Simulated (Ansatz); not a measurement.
System: CoSn₃, space group Pm-3m (No. 221) (cell built by us, not taken from a database).

Starting cell:
```
CELL_PARAMETERS angstrom
4.49357 0.00000 0.00000
0.00000 4.49357 0.00000
0.00000 0.00000 4.49357
ATOMIC_POSITIONS crystal
Sn 0.00000 0.50000 0.50000
Sn 0.50000 0.00000 0.50000
Sn 0.50000 0.50000 0.00000
Co 0.00000 0.00000 0.00000
```

Computed with Ansatz 0.2.0: several magnetic starts of one crystal ranked with cell and atoms relaxed in each order, signs over the magnetic atoms (u up, d down); plane-wave DFT of a periodic cell. Level: r2SCAN.

- cell charge: 0 e
- exact exchange fraction: 0
- dispersion correction: none
- potentials: PAW default
- wave cutoff: 500 eV
- k mesh: 10x10x10
- occupation rule: Gaussian
- occupation width: 0.1 eV

Describe the result: the energy above the lowest of each magnetic start. The cases: non-magnetic; ferromagnetic.

Among these starts the lowest is ferromagnetic; non-magnetic is 129 meV/atom higher.

| magnetic start | energy above the lowest (meV/atom) | largest site moment (μB) | final order |
| --- | --- | --- | --- |
| non-magnetic | 129 | 0.000 | non-magnetic |
| ferromagnetic | 0 | 2.048 | ferromagnetic |

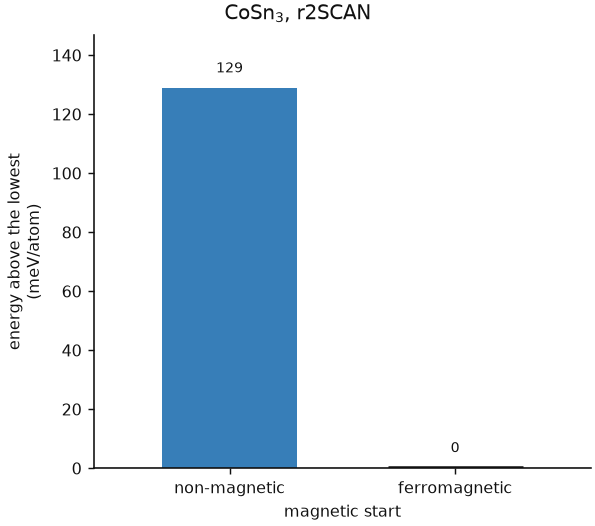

Keep in mind: the state may not be the lowest.
